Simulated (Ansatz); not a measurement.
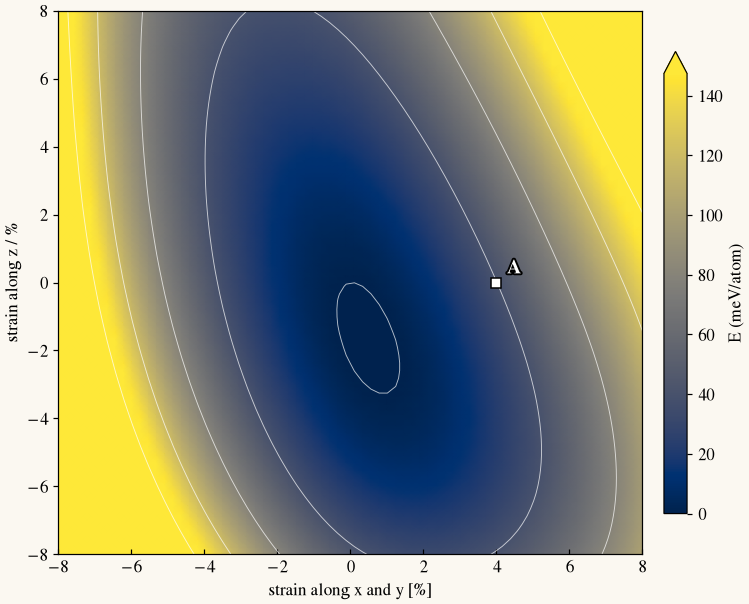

Si (I4_1/amd, No. 141; 2 atoms in the cell). 
- The cell is strained homogeneously, by one strain along x and y and another along z, with fractional coordinates fixed (x along [1 0 0], z along [0 0 1] of the conventional cell).
- First axis: strain along x and y. Second axis: strain along z.
- The grid has 5 × 5 points.
- All energies are given in meV/atom relative to the lowest grid point.
- The reference cell is the one listed in the database, not relaxed at this level.
- These are results of Ansatz, DFT LDA, scalar-relativistic, plane waves, PAW, not measurements. Settings: cutoff 420 eV, k-mesh 20×20×20, gaussian smearing 0.15 eV, no spin polarisation.

Drawn: a smooth colour map with a few white contour lines, one colour for all values above the top of the scale, the point A. Between grid points the surface is interpolated.

### Is A at rest? If not, where is it pushed?

A, at strain along x and y = 4 %, strain along z = 0 %, is not a stationary point. The computed force is 18 meV/atom for each 1 % towards smaller values of strain along x and y and 7.2 meV/atom for each 1 % towards smaller values of strain along z.
